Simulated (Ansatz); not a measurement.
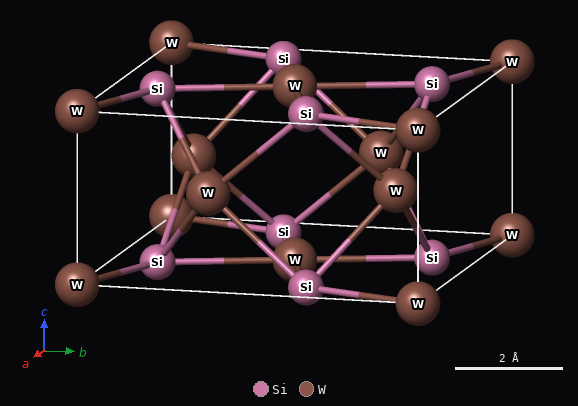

A ball-and-stick rendering, viewed slightly off an axis. Atoms at the boundary of the simulation cell (the box) are drawn once for each face, edge or corner they touch.

```xyz
10
Lattice="6.6237 0.0000 0.0000 0.0000 6.6237 0.0000 0.0000 0.0000 3.3180" Properties=species:S:1:pos:R:3 pbc="T T T"
Si    4.2008    0.8890    3.3180
Si    2.4229    5.7348    3.3180
Si    0.8890    2.4229    0.0000
Si    5.7348    4.2008    0.0000
W     0.0000    0.0000    3.3180
W     3.3119    3.3119    0.0000
W     1.0579    4.3698    1.6590
W     5.5658    2.2539    1.6590
W     4.3698    5.5658    1.6590
W     2.2539    1.0579    1.6590
```

Results below were computed with Ansatz, DFT PBE, scalar-relativistic, plane waves, PAW; the settings were an energy cutoff of 420 eV, a 6×6×12 sampling of the Brillouin zone, Gaussian smearing of 0.1 eV, no spin polarisation.

> How are the electrons shared out in a Bader analysis?

Si -0.37 e; W +0.22 to +0.26 e.

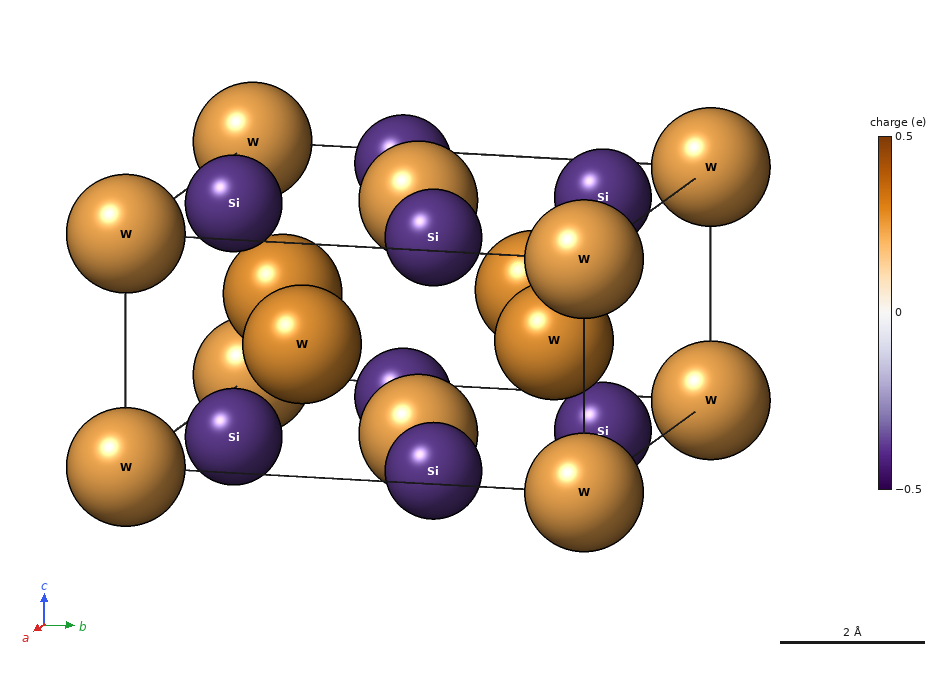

The atoms coloured by those charges.

Its origin is a structure listed in the Materials Project. Earlier steps of the study may have refined or changed the cell and positions. An electronic-structure calculation with Ansatz was run on it.
